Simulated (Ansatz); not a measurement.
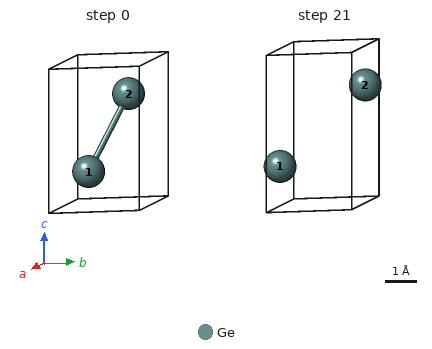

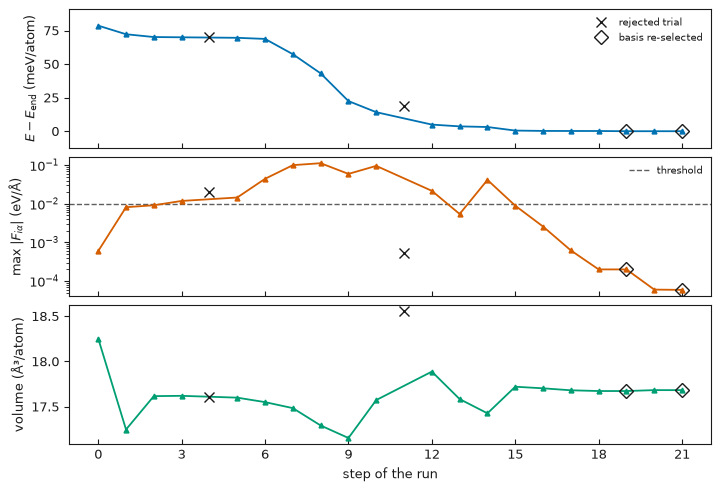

First and last geometry of a relaxation of crystalline Ge (set up in Cmcm), with the history of the run. Style: ball-and-stick. Shown: the cell of the calculation, reduced to other axes, slightly off an axis. Lengths and directions refer to the drawn axes.

The run lets cell and atoms move.

These are results of Ansatz 0.2.0, Kohn-Sham DFT of a periodic cell, PBEsol with D3(BJ), Ansatz PAW, not measurements.

Input
```yaml
crystal:
  lattice:
    - [1.488052925, -2.59468961, 0.0]
    - [1.488052925, 2.59468961, 0.0]
    - [0.0, 0.0, 4.72759579]
  atoms:
    - { symbol: Ge, position: [0.33344663, 0.66655337, 0.25] }
    - { symbol: Ge, position: [0.66655337, 0.33344663, 0.75] }
hamiltonian:
  xc: pbesol
  pseudopotentials: { kind: paw }
  dispersion: d3bj
kpoints:
  mp_grid: { grid: [10, 10, 6] }
scf:
  occupations: { method: fermi_dirac, width: 0.05 }
output:
  forces: true
  stress: true
  eigenvalues: true
relax:
  f_tol: 0.01
  max_steps: 40
  cell: { stress_tol: 0.05 }
```

Launched with:
```bash
ansatz run input.yaml --threads 2 --pin off --max-ram 5632MiB --backend cpu --events-out ev --progress --plain --runs-dir out
```

Did the run converge, and what did it change?

It converged. After 17 accepted moves (21 points after the start) the energy has fallen by 78.6 meV per atom. Largest force component: 0.0006 eV/Å at the start, under 0.0001 eV/Å at the end. The pressure goes from −2.57 to 0.00 GPa. The line search rejected the trial steps at points 4, 11 of the run. The SCF was repeated twice at an unchanged geometry on a basis and grid sized afresh for the cell, which shifted the energy by 0.2 meV per atom at most. The largest moves relative to the cell, 0.81 Å, are those of Ge1 and Ge2. Ge1 goes along [−1 −2 0]. Cell: a 2.976 → 2.814 Å (−5.4 %), b 2.991 → 2.814 Å (−5.9 %), c 4.728 → 5.157 Å (+9.1 %), γ 119.8° → 120.0°. Volume −3.1 %. Near-neighbour distances that change, for instance: Ge1–Ge2 2.924 → 3.817 Å, Ge1–Ge2 (another image) 2.928 → 2.579 Å, Ge1–Ge1 2.991 → 2.814 Å. Within 0.06 Å the space group is P6_3/mmc at the start and P6/mmm at the end; at a tighter tolerance small leftover displacements or strains of the cell lower it.

```tsv
step	E − E(0), meV/atom	largest force component, eV/Å	pressure, GPa	volume, Å³/atom	note
0	0.00	0.0006	-2.57	18.253	
1	-6.41	0.0082	1.82	17.248	
2	-8.49	0.0092	-0.02	17.617	
3	-8.68	0.0119	-0.07	17.620	
4	-8.49	0.0208	-0.08	17.607	rejected
5	-9.06	0.0146	-0.04	17.600	
6	-9.88	0.0444	0.13	17.550	
7	-21.26	0.1003	0.69	17.484	
8	-35.54	0.1128	1.80	17.292	
9	-56.17	0.0596	3.20	17.154	
10	-64.45	0.0961	0.86	17.573	
11	-60.09	0.0005	-3.33	18.554	rejected
12	-73.69	0.0217	-0.69	17.888	
13	-75.02	0.0055	0.56	17.584	
14	-75.49	0.0416	1.31	17.427	
15	-78.15	0.0090	-0.22	17.721	
16	-78.41	0.0026	-0.16	17.703	
17	-78.45	0.0006	-0.05	17.681	
18	-78.47	0.0002	0.00	17.673	
19	-78.62	0.0002	0.06	17.673	same geometry, new basis
20	-78.63	0.0001	0.00	17.683	
21	-78.63	0.0001	0.00	17.683	same geometry, new basis
```
